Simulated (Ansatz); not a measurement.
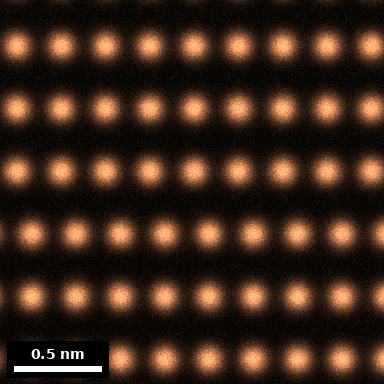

Z-contrast image of Ca (Pm-3m, No. 221) along [110]. Simulation: incoherent imaging, intensity Z^1.7 per atom, probe width 1.19 Å, thin sample. The probe carries 25 % of its weight in a tail 2.5 times as wide. Shot noise was added.

One planar defect was built into the perfect crystal by geometry alone, without relaxation. Host structure: coordinates from a relaxation with DFT, revPBE, plane waves (420 eV) with PAW, scalar-relativistic in Ansatz; the starting structure was generated, so it need not be a known form of this composition.

**Where does the periodic pattern break, and how?**

A planar fault (a stacking fault) runs horizontally about 12 Å below the top edge. The part above it is shifted along the boundary by 2/3 of the 2.54 Å repeat of the rows (1.7 Å to the right, the same as 0.8 Å to the left); both parts keep the same orientation.
